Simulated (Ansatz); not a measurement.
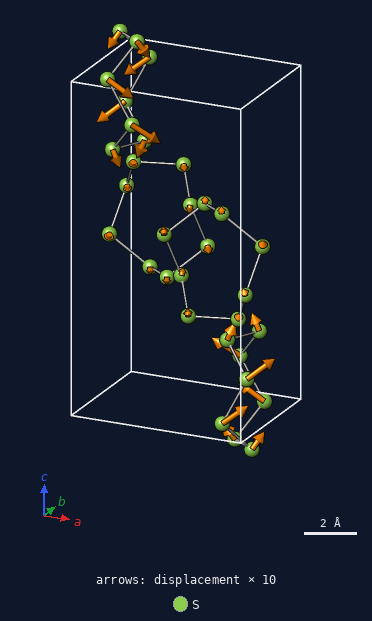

This is a relaxation of a crystal of S (set up in P2/c). The starting structure is drawn; orange arrows show the displacements (the part carried along by the change of the cell is left out), magnified 10 times.

A ball-and-stick model of the reduced cell, seen slightly off an axis. Lengths and directions refer to the drawn axes.

Level of theory: DFT r2SCAN, scalar-relativistic, plane waves, PAW (Ansatz 0.2.0).

Input file:
```yaml
crystal:
  lattice:
    - [8.4292487807, 0.0, 0.0]
    - [0.0, 13.38060855, 0.0]
    - [-5.200864895, 0.0, 7.9724832052]
  atoms:
    - { symbol: S, position: [0.64558682, 0.64861809, 0.32038025] }
    - { symbol: S, position: [0.35441318, 0.64861809, 0.17961975] }
    - { symbol: S, position: [0.35441318, 0.35138191, 0.67961975] }
    - { symbol: S, position: [0.64558682, 0.35138191, 0.82038025] }
    - { symbol: S, position: [0.80586655, 0.41877986, 0.33682317] }
    - { symbol: S, position: [0.19413345, 0.41877986, 0.16317683] }
    - { symbol: S, position: [0.19413345, 0.58122014, 0.66317683] }
    - { symbol: S, position: [0.80586655, 0.58122014, 0.83682317] }
    - { symbol: S, position: [0.7403187, 0.55281535, 0.21366779] }
    - { symbol: S, position: [0.2596813, 0.55281535, 0.28633221] }
    - { symbol: S, position: [0.2596813, 0.44718465, 0.78633221] }
    - { symbol: S, position: [0.7403187, 0.44718465, 0.71366779] }
    - { symbol: S, position: [0.58268429, 0.32223966, 0.20184469] }
    - { symbol: S, position: [0.41731571, 0.32223966, 0.29815531] }
    - { symbol: S, position: [0.41731571, 0.67776034, 0.79815531] }
    - { symbol: S, position: [0.58268429, 0.67776034, 0.70184469] }
    - { symbol: S, position: [0.08007213, 0.20249713, 0.87861541] }
    - { symbol: S, position: [0.91992787, 0.20249713, 0.62138459] }
    - { symbol: S, position: [0.91992787, 0.79750287, 0.12138459] }
    - { symbol: S, position: [0.08007213, 0.79750287, 0.37861541] }
    - { symbol: S, position: [0.2407547, 0.97205249, 0.0195451] }
    - { symbol: S, position: [0.7592453, 0.97205249, 0.4804549] }
    - { symbol: S, position: [0.7592453, 0.02794751, 0.9804549] }
    - { symbol: S, position: [0.2407547, 0.02794751, 0.5195451] }
    - { symbol: S, position: [0.30426574, 0.10684649, 0.95993127] }
    - { symbol: S, position: [0.69573426, 0.10684649, 0.54006873] }
    - { symbol: S, position: [0.69573426, 0.89315351, 0.04006873] }
    - { symbol: S, position: [0.30426574, 0.89315351, 0.45993127] }
    - { symbol: S, position: [0.14542583, 0.87678974, 0.82036905] }
    - { symbol: S, position: [0.85457417, 0.87678974, 0.67963095] }
    - { symbol: S, position: [0.85457417, 0.12321026, 0.17963095] }
    - { symbol: S, position: [0.14542583, 0.12321026, 0.32036905] }
basis:
  ecutwfc: 500
kpoints:
  mp_grid: { grid: [4, 2, 4] }
hamiltonian:
  xc: r2scan
scf:
  occupations: { method: gaussian, width: 0.02 }
output:
  forces: true
  stress: true
  eigenvalues: true
relax:
  adjacent_minimum: "off"
  f_tol: 0.005
  max_steps: 80
  cell: { stress_tol: 0.05 }
```

**What happened in the run?**

Over 7 accepted moves (10 points after the start) the energy falls by 0.6 meV per atom. The largest force component goes from 0.13 to 0.0038 eV/Å. Pressure: 0.45 GPa at the start and 0.00 GPa at the end. The line search rejected the trial steps at points 3, 8 of the run. At 1 point the geometry stayed and the basis and grid were re-selected for the new cell (energy shift of less than 0.05 meV per atom at most each time). The largest moves relative to the cell, 0.14 Å, are those of S25, S26, S27 and S28. S27 goes along [2 2 −1]. The volume changes by +1.0 %, with a 8.429 → 8.390 Å (−0.5 %), b 8.601 → 8.713 Å (+1.3 %), c 13.381 → 13.415 Å (+0.3 %), γ 112.0° → 112.2°. Near-neighbour distances that change, for instance: S13–S14 2.044 → 2.052 Å, S5–S9 2.047 → 2.053 Å, S17–S18 2.051 → 2.057 Å, S1–S2 2.056 → 2.061 Å. The space group stays P2/c (No. 13). The run took of the order of 30 core-minutes on a shared host.
